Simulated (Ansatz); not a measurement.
**Single-point calculation of MgO**

- system: MgO (Fm-3m, 2 atoms in the cell)
- method: DFT PBEsol, scalar-relativistic, plane waves, PAW, no spin polarisation (Ansatz 0.2.0)

The structure derives from an entry of the Crystallography Open Database.

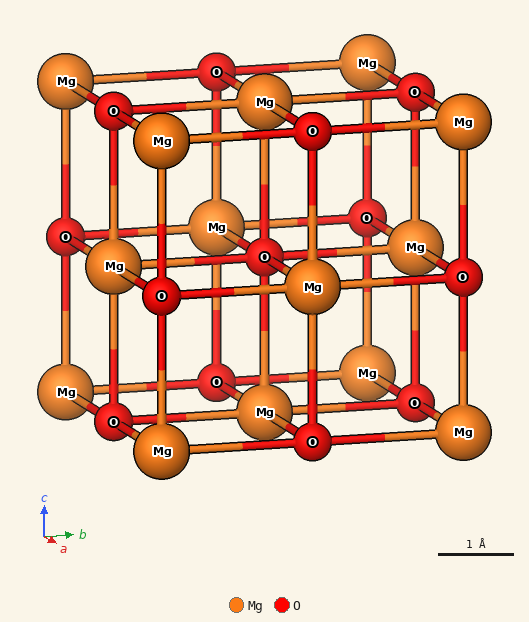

The input geometry (ball-and-stick view of the cell 4 times as large as that of the calculation, set on its symmetry axes, seen slightly off an axis). An atom can appear more than once, as a periodic image.

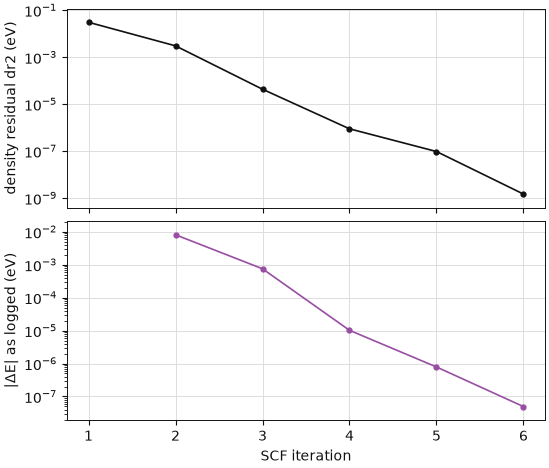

Convergence of the self-consistent field: density residual dr2 and size of the energy change against the SCF iteration. The residual falls at every step.

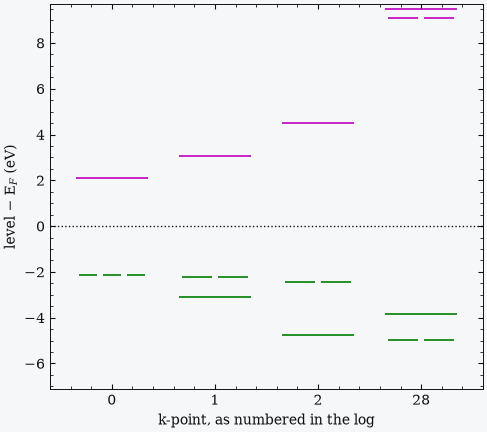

Kohn–Sham levels near the Fermi level (dotted) at the few k-points that the log prints; levels within 0.02 eV of each other stand side by side. Among these points the highest filled and lowest empty levels are 4.25 eV apart, which is the gap on the mesh.

The input and output of the run follow.

**The input**
```yaml
crystal:
  lattice:
    - [0.0, 2.13515, 2.13515]
    - [2.13515, 0.0, 2.13515]
    - [2.13515, 2.13515, 0.0]
  atoms:
    - { symbol: Mg, position: [0.0, 0.0, 0.0] }
    - { symbol: O, position: [0.5, 0.5, 0.5] }
basis:
  ecutwfc: 420
kpoints:
  mp_grid: { grid: [8, 8, 8] }
hamiltonian:
  xc: pbesol
scf:
  occupations: { method: gaussian, width: 0.1 }
output:
  forces: true
  stress: true
  eigenvalues: true
```

Run as:
```bash
ansatz run input.yaml --threads 2 --pin off --max-ram 5120MiB --backend cpu --events-out ev --progress --plain --runs-dir out
```

**Log**
```
Engine: ansatz 0.2.0, x86_64-unknown-linux-gnu
Pseudopotentials: kind: paw
Pseudopotential: Mg, paw, valence charge 10, recommended cutoff 420 eV (normal), Mg.paw.azcp
Pseudopotential: O, paw, valence charge 6, recommended cutoff 420 eV (normal), O.paw.azcp
Functional definition: PBEsol
  exchange = pbesol_x
  correlation = pbesol_c
Crystal: 2 atoms, lattice volume = 19.468 Å³
Basis set: ecut = 420 eV, 339 PW (Γ), exchange–correlation on 48×48×48 points (8 copies of the dense FFT grid, shifted against one another)
Bands: 12, of which v1, the nominal top of the filled ones, is band 8 counted from 1 (7 counted from 0)
Symmetry: 48 space group operations
Space group: Fm-3m (ITA 225), of the structure as read, at distance tolerance 2.7e-5 Å
k-points: 29 of 512
Non-local potential: Mg, projectors of the file, l = 0: 3, l = 1: 2, l = 2: 1
Non-local potential: O, projectors of the file, l = 0: 2, l = 1: 2, l = 2: 1
PAW form: soft (Blöchl's): semilocal exchange-correlation on the pseudo side does not see the compensation charge
PAW frozen core: Mg, regenerated for the run's functional, and the local potential with it (the file was generated under x = pbe(κ = 0.804, μ = 0.2195149727645171), c = pbe(β = 0.06672455060314922))
PAW frozen core: O, regenerated for the run's functional, and the local potential with it (the file was generated under x = pbe(κ = 0.804, μ = 0.2195149727645171), c = pbe(β = 0.06672455060314922))
PAW one-centre angular grid: Mg, 110 points (default); XC on 64 Gauss nodes
PAW one-centre angular grid: O, 110 points (default); XC on 64 Gauss nodes
Initial density: superposition of atomic densities (neutral atoms: chi_scale 0, normalization atom), corrected by the library's trained network
Initial wavefunctions: pseudopotential atomic-orbital guess
Functional: x = pbesol(κ = 0.804, μ = 0.12345679012345678), c = pbesol(β = 0.046)
SCF iter   1: F=—  HF=-2475.866138 eV  |F-HF|=—  |Δ(HF+E_count)|=         —  Δρ=1.40e-2  dr2=3.07e-2  ethr=1.77e-3  ⟨swp⟩=5.0  Hψ=1953  notcnv=0
preconditioner: auto → none  [insulator: Δε(μ)=4.123 eV  Ē_g=17.830 eV  σ=0.100 eV  W_gap=1.00  n_scr=8 (ndim 8)  ℏωp=23.8 eV  f_vac=0.000  D(μ)=0.00/eV (n_scr^D=0)  ε∞_Penn≈2.8]
SCF iter   2: F=—  HF=-2475.858039 eV  |F-HF|=—  |Δ(HF+E_count)|=   8.10e-3  Δρ=3.97e-3  dr2=3.04e-3  ethr=1.92e-4  ⟨swp⟩=1.7  Hψ=609  notcnv=0
SCF iter   3: F=—  HF=-2475.857287 eV  |F-HF|=—  |Δ(HF+E_count)|=   7.52e-4  Δρ=6.23e-4  dr2=4.32e-5  ethr=1.90e-5  ⟨swp⟩=2.0  Hψ=438  notcnv=0
SCF iter   4: F=—  HF=-2475.857277 eV  |F-HF|=—  |Δ(HF+E_count)|=   1.02e-5  Δρ=1.09e-4  dr2=8.91e-7  ethr=2.70e-7  ⟨swp⟩=2.5  Hψ=512  notcnv=0
iter 5 did not close the SCF: its close was put off for the readings that it lacked (scf_convergence_deferred on its scf_iter line)
SCF iter   5: F=-2475.857276 eV  HF=-2475.857276 eV  |F-HF|=1.09e-7  |Δ(HF+E_count)|=   7.87e-7  Δρ=3.56e-5  dr2=9.62e-8  ethr=5.57e-9  ⟨swp⟩=2.0  Hψ=499  notcnv=0
SCF iter   6: F=-2475.857276 eV  HF=-2475.857276 eV  |F-HF|=4.24e-10  |Δ(HF+E_count)|=   4.94e-8  Δρ=3.83e-6  dr2=1.48e-9  ethr=6.02e-10  ⟨swp⟩=2.6  Hψ=1365  notcnv=0
SCF 1 converged in 6 iterations: F = -2475.857276 eV  dr2 = 1.48e-9
  greatest PAW one-centre occupation: 1.000 electrons in one spin orbital (limit 2), on the Mg atom at site 0 (counted from 0), in its partial waves of l = 0
SCF converged after 6 iterations
Free energy (F): -2475.857276 eV
Harris-Foulkes:  -2475.857276 eV  (|F-HF|=4.24e-10)
Internal energy: -2475.857276 eV  (E = F + TS)
E sigma→0 (E₀):  -2475.857276 eV
Fermi energy:    9.639166 eV
--- Per-component energies (eV) ---
  E_band       = -300.555888
  E_kinetic    = 253.805118
  E_local      = -1626.823747  (includes V_loc(G=0)·N_el)
  E_nonlocal   = 143.674270
  E_hartree    = 561.849600
  E_xc         = -103.514505
  E_vxc        = -133.358735  (∫ρ·V_xc dr)
  E_paw        = -433.162196  (= ΣΔE_a)
  E_vpaw       = -61.553694  (= ΣTr[D̂ρ^β])
  E_aug_tail   = 0.002448  (compensation charges beyond the density's cutoff)
  E_ewald      = -1271.782415
  E_core_change = 0.094150  (= ΣΔE_core)
  E_smearing   = -0.000000  (= −TS)
  E_closure    = -0.000000  (closes the sum)
  Σ components = -2475.857276   (vs F -2475.857276, Δ=0.00e0)
--- Forces (eV/Å), atoms counted from 1 ---
  atom   1  Mg    -0.00000000    -0.00000000     0.00000000
  atom   2  O      0.00000000    -0.00000000    -0.00000000
  max |Σ_I F_I| component: 1.75e-29 eV/Å
--- Stress (GPa, compression-positive) ---
       -5.755002       0.000000      -0.000000
       -0.000000      -5.755002      -0.000000
       -0.000000       0.000000      -5.755002
  P = ⅓ Tr σ = -5.7550 GPa (-57.550 kbar)
--- Band table (eV; the first three rows and the last of 29) ---
  k-point 0: bands = ["-64.4846", "-31.4030", "-31.4030", "-31.4030", "-9.4748", "7.5141", "7.5141", "7.5141", "11.7616", "22.9571", "22.9571", "22.9571"]
  k-point 1: bands = ["-64.4836", "-31.4142", "-31.4042", "-31.4042", "-9.3156", "6.5582", "7.4160", "7.4160", "12.6876", "21.2594", "23.2894", "23.2894"]
  k-point 2: bands = ["-64.4810", "-31.4409", "-31.4069", "-31.4069", "-8.9037", "4.8987", "7.1931", "7.1931", "14.1383", "19.6778", "23.7043", "23.7043"]
  k-point 28: bands = ["-64.4750", "-31.4478", "-31.4478", "-31.4300", "-7.9611", "4.6586", "4.6586", "5.7972", "18.7456", "18.7456", "19.1038", "22.3838"]
```

**Summary**

- outcome: converged
- space group (tolerance 0.01 Å): Fm-3m (225)
- electrons treated: 16
- free energy: −2475.8573 eV
- Fermi energy: 9.639 eV
- gap on the k-point mesh: 4.25 eV
- pressure: −5.76 GPa
- largest force (length of the vector): under 0.001 eV/Å
- hardware: 2 threads of Intel Xeon @ 2.90GHz (Ice Lake), 192 GiB of memory available, shared host
- wall time: 0.54 s (CPU time 0.82 s)
- peak memory: 0.31 GiB

The cell is under a tension of 5.8 GPa at this level, so it is not at its equilibrium volume.
